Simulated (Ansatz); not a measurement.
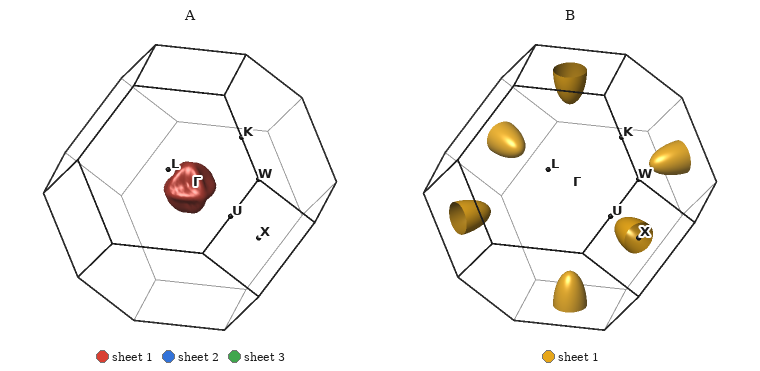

Constant-energy surfaces of BaTe in space group Fm-3m near its two band edges (0.10 eV into the valence band, 0.20 eV into the conduction band), in unknown order.

All numbers here come from DFT PBE, scalar-relativistic, plane waves, PAW; levels and slopes on a dense k mesh at the converged density (Ansatz). No spin polarisation. The levels come from a k mesh of 30×30×30 points. The geometry was not relaxed (residual pressure 4 GPa).

Masses come from a second pass at points close to the extrema; at the energies drawn a band may no longer be parabolic.

### Which panel shows the holes and which the electrons?

A shows the valence band (holes), B the conduction band (electrons).

### Describe the extrema and the gap.

Valence band (extrema up to 0.10 eV from the edge): one maximum at Γ, three bands meeting there, with masses of 0.15 and 1.22 mₑ among them, each the same along x, y and z. Band 13 forms the valence edge; band 12 meets it there and band 11 meets it there.
Conduction band (extrema up to 0.20 eV from the edge): three equivalent minima at X, principal masses 0.25, 0.25 and 1.30 mₑ. Band 14 forms the conduction edge.
The gap is indirect, 1.43 eV at this level of theory (semilocal functionals give gaps that are too small, and can reorder valleys that lie close).

Where one band's surface lies inside another's, the outer one hides all or part of it.

Spin-orbit coupling, left out here, can change the gap, its kind, the place of the band edges and the masses, since the compound holds Ba and Te.

Time for the whole run: 48 s on 1 thread of Arm Neoverse V2, with other jobs on the host, peak memory 0.77 GiB.
